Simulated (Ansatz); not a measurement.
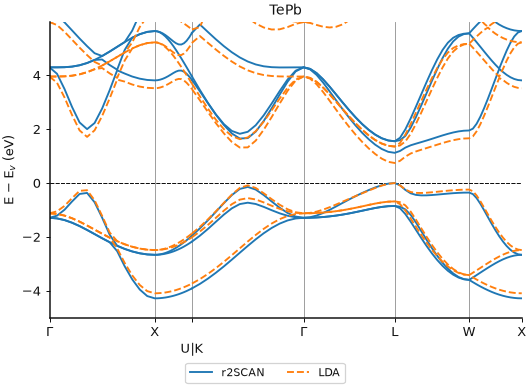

Band structures of TePb, space group Fm-3m (No. 225), 2 atoms in the cell, by two methods on the same cell. Each is counted from its own valence-band top.

**How do the methods compare?**

r2SCAN gives a gap of 1.12 eV along the path and LDA gives a gap of 0.74 eV along the path. Over the top 3 filled bands the two differ by 0.14 eV on average.

Settings. r2SCAN: DFT r2SCAN, scalar-relativistic, plane waves, PAW, no spin polarisation, 8×8×8 k mesh, 500 eV cutoff, Gaussian smearing of 0.02 eV (Ansatz). LDA: DFT LDA, scalar-relativistic, plane waves, PAW, no spin polarisation, 8×8×8 k mesh, 420 eV cutoff, Gaussian smearing of 0.02 eV (Ansatz 0.2.0).

Spin-orbit coupling is left out, which matters for Pb and Te.
